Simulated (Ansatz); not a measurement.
## Mending a single-point calculation on In4As5

System: In4As5 (slab, 9 atoms in the cell).
Method of the first run: DFT PBE, scalar-relativistic, plane waves, PAW (Ansatz 0.2.0).

The structure derives from an entry of the Crystallography Open Database. Text and figures count atoms from 1; the logs count them from 0 in places.

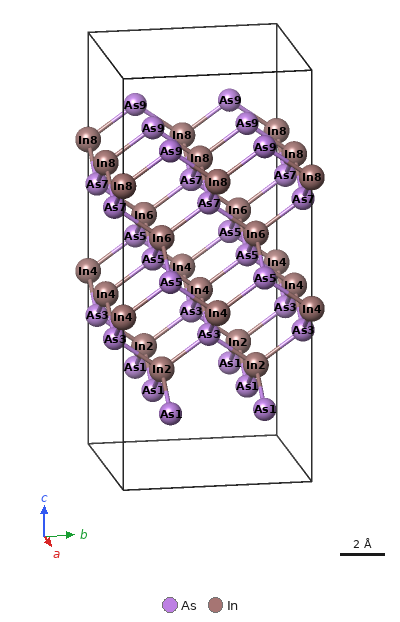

Fig. 1: The structure (ball-and-stick view of the 2 × 2 repeat of the cell, with the vacuum cut short, seen slightly off an axis; atoms are numbered from 1 in the order of the input). An atom can appear more than once, as a periodic image.

Input file, the first run:
```yaml
crystal:
  lattice:
    - [4.3746994652, 0.0, 0.0]
    - [0.0, 4.3746994652, 0.0]
    - [0.0, 0.0, 27.3735186299]
  atoms:
    - { symbol: As, position: [0.0, 0.5, 0.2739874293] }
    - { symbol: In, position: [0.5, 0.5, 0.330490572] }
    - { symbol: As, position: [0.5, 0.0, 0.3869937146] }
    - { symbol: In, position: [0.0, 0.0, 0.4434968573] }
    - { symbol: As, position: [0.0, 0.5, 0.5] }
    - { symbol: In, position: [0.5, 0.5, 0.5565031427] }
    - { symbol: As, position: [0.5, 0.0, 0.6130062854] }
    - { symbol: In, position: [0.0, 0.0, 0.669509428] }
    - { symbol: As, position: [0.0, 0.5, 0.7260125707] }
basis:
  ecutwfc: 420
kpoints:
  mp_grid: { grid: [8, 8, 1] }
hamiltonian:
  xc: pbe
scf:
  occupations: { method: gaussian, width: 0.1 }
  max_iter: 88
output:
  forces: true
  stress: true
  eigenvalues: true
efield:
  axis: 3
  dipole_correction: true
  ramp_width: 0.04
  ramp_position: 0.676
```

Launched with:
```bash
ansatz run input.yaml --threads 1 --pin off --max-ram 2560MiB --backend cpu --events-out ev --progress --plain --runs-dir out
```

Hardware: 1 thread of Arm Neoverse V1, 24 GiB of memory available, shared host.

Output (the first run):
```
Engine: ansatz 0.2.0, aarch64-unknown-linux-gnu
Pseudopotentials: kind: paw
Pseudopotential: As, paw, valence charge 15, recommended cutoff 420 eV (normal), As.paw.azcp
Pseudopotential: In, paw, valence charge 13, recommended cutoff 420 eV (normal), In.paw.azcp
Functional definition: PBE
  parameter kappa = 0.804
  parameter beta = 0.06672455060314922
  exchange = pbe_x(kappa = kappa, mu = beta*pi^2/3)
  correlation = pbe_c(beta = beta)
Crystal: 9 atoms, lattice volume = 523.874 Å³
Basis set: ecut = 420 eV, 10307 PW (Γ), exchange–correlation on 60×60×384 points (8 copies of the dense FFT grid, shifted against one another)
Bands: 77, of which v1, the nominal top of the filled ones, is band 64 counted from 1 (63 counted from 0)
Symmetry: 4 space group operations
k-points: 25 of 64
Non-local potential: As, projectors of the file, l = 0: 2, l = 1: 2, l = 2: 3, l = 3: 1
Non-local potential: In, projectors of the file, l = 0: 2, l = 1: 2, l = 2: 2, l = 3: 2
PAW form: soft (Blöchl's): semilocal exchange-correlation on the pseudo side does not see the compensation charge
PAW one-centre angular grid: As, 590 points (default); XC on 64 Gauss nodes
PAW one-centre angular grid: In, 590 points (default); XC on 64 Gauss nodes
Initial density: superposition of atomic densities (neutral atoms: chi_scale 0, normalization atom), corrected by the library's trained network
Initial wavefunctions: pseudopotential atomic-orbital guess
Functional: x = pbe(κ = 0.804, μ = 0.2195149727645171), c = pbe(β = 0.06672455060314922)
Error: efield: ion 7 (In) at fractional coordinate 0.6695 along the field axis lies inside the sawtooth ramp with 2 of the planes that the density is read on at each end, [0.6656, 0.7264] — the ramp must sit in vacuum (an ion there feels the fictitious reversed slope); set or move the ramp (efield.ramp_position / ramp_width) or move the geometry
```

**What went wrong, and how is the input to be mended?**

The program refused the input: “efield: ion 7 (In) at fractional coordinate 0.6695 along the field axis lies inside the sawtooth ramp with 2 of the planes that the density is read on at each end, [0.6656, 0.7264] — the ramp must sit in vacuum (an ion there feels the fictitious reversed slope) …”

A run of the same system that converges differs from this input as follows (lines with − go, lines with + come):
```diff
-  max_iter: 88
+  n_extra_bands: 1
-  ramp_position: 0.676
```

Output, shortened to warnings, some set-up lines, iterations and results (the second run):
```
Basis set: ecut = 420 eV, 10307 PW (Γ), exchange–correlation on 60×60×384 points (8 copies of the dense FFT grid, shifted against one another)
Symmetry: 4 space group operations
k-points: 25 of 64
Initial density: superposition of atomic densities (neutral atoms: chi_scale 0, normalization atom), corrected by the library's trained network
[...]
SCF iter   1: F=—  HF=-46670.747847 eV  |F-HF|=—  |Δ(HF+E_count)|=         —  Δρ=2.54e-3  dr2=1.18e-1  ethr=1.77e-3  p=0.000 e·Å  D=2.89e-14 V/Å  ΔV_dip=-0.00 eV  …
SCF iter   2: F=—  HF=-46670.720265 eV  |F-HF|=—  |Δ(HF+E_count)|=   2.76e-2  Δρ=1.13e-3  dr2=9.34e-3  ethr=9.32e-5  p=-0.000 e·Å  D=-2.02e-5 V/Å  ΔV_dip=0.00 eV  …
SCF iter   3: F=—  HF=-46670.721156 eV  |F-HF|=—  |Δ(HF+E_count)|=   8.92e-4  Δρ=3.36e-4  dr2=1.21e-3  ethr=7.35e-6  p=-0.000 e·Å  D=-5.36e-6 V/Å  ΔV_dip=0.00 eV  …
SCF iter   4: F=—  HF=-46670.721003 eV  |F-HF|=—  |Δ(HF+E_count)|=   1.53e-4  Δρ=1.10e-4  dr2=1.20e-4  ethr=9.51e-7  p=-0.000 e·Å  D=-1.23e-6 V/Å  ΔV_dip=0.00 eV  …
SCF iter   5: F=—  HF=-46670.720992 eV  |F-HF|=—  |Δ(HF+E_count)|=   1.10e-5  Δρ=3.01e-5  dr2=8.21e-6  ethr=9.47e-8  p=0.000 e·Å  D=1.06e-6 V/Å  ΔV_dip=-0.00 eV  …
SCF iter   6: F=—  HF=-46670.721065 eV  |F-HF|=—  |Δ(HF+E_count)|=   7.26e-5  Δρ=1.02e-5  dr2=1.09e-6  ethr=6.47e-9  p=0.000 e·Å  D=1.51e-6 V/Å  ΔV_dip=-0.00 eV  …
SCF iter   7: F=—  HF=-46670.721065 eV  |F-HF|=—  |Δ(HF+E_count)|=   7.87e-7  Δρ=3.74e-6  dr2=1.54e-7  ethr=8.55e-10  p=0.000 e·Å  D=7.88e-7 V/Å  ΔV_dip=-0.00 eV  …
SCF iter   8: F=-46670.721065 eV  HF=-46670.721065 eV  |F-HF|=7.96e-9  |Δ(HF+E_count)|=   1.95e-8  Δρ=1.17e-6  dr2=1.54e-8  ethr=7.87e-11  p=0.000 e·Å  D=5.06e-7 V/Å  …
SCF 1 converged in 8 iterations: F = -46670.721065 eV  dr2 = 1.54e-8
SCF converged after 8 iterations
Free energy (F): -46670.721065 eV
Harris-Foulkes:  -46670.721065 eV  (|F-HF|=7.96e-9)
Internal energy: -46670.687708 eV  (E = F + TS)
E sigma→0 (E₀):  -46670.704387 eV
Entropy (-TS):   -0.033357 eV (-3.706 meV/atom)
Fermi energy:    0.523161 eV
Dipole field:    D = 0.000007 V/Å  (p = 0.000021 e·Å, saw-weighted, corrected)
Work function:   Φ+ = 5.7245 eV   Φ− = 5.7247 eV
Levels:          The Fermi level and band energies are counted from a zero that moves with the ramp; work functions are not
--- Per-component energies (eV) ---
  E_band       = -2386.264056
  E_kinetic    = 1478.008635
  E_local      = -98754.770933  (includes V_loc(G=0)·N_el)
  E_nonlocal   = -1886.007364
  E_hartree    = 48806.287658
  E_xc         = -1250.704074
  E_vxc        = -784.294792  (∫ρ·V_xc dr)
  E_paw        = -25794.527478  (= ΣΔE_a)
  E_vpaw       = -51.774316  (= ΣTr[D̂ρ^β])
  E_aug_tail   = 0.000146  (compensation charges beyond the density's cutoff)
  E_efield     = 0.000000  (sawtooth field / dipole correction)
  E_vefield    = 0.000000  (∫n·V_field dr)
  E_ewald      = 30731.025702
  E_smearing   = -0.033357  (= −TS)
  E_closure    = -0.000000  (closes the sum)
  Σ components = -46670.721065   (vs F -46670.721065, Δ=0.00e0)
--- Forces (eV/Å), atoms counted from 1 ---
  atom   1  As     0.00000000     0.00000000     0.09579183
  atom   2  In     0.00000000     0.00000000    -0.27221942
  atom   3  As     0.00000000     0.00000000     0.24141793
  atom   4  In     0.00000000     0.00000000    -0.10853291
  atom   5  As     0.00000000     0.00000000     0.00000116
  atom   6  In     0.00000000     0.00000000     0.10853037
  atom   7  As     0.00000000     0.00000000    -0.24141694
  atom   8  In     0.00000000     0.00000000     0.27221623
  atom   9  As     0.00000000     0.00000000    -0.09578806
  max |Σ_I F_I| component: 1.75e-7 eV/Å
--- Stress (GPa, compression-positive) ---
       -0.681219       0.000000       0.000000
        0.000000      -0.681218       0.000000
        0.000000       0.000000       0.055958
  P = ⅓ Tr σ = -0.4355 GPa (-4.355 kbar)
```

The two runs side by side:

| quantity | the first run | the second run |
| --- | --- | --- |
| outcome | refused | converged |
| free energy per atom (eV) | – | −5185.6357 |
| gap on the mesh (eV) | – | 0.00 |
| work function (eV) | – | 5.72 |
| largest force (eV/Å) | – | 0.272 |
| SCF iterations | – | 8 |
| irreducible k-points | – | 25 |
| plane waves at Γ | – | 10307 |
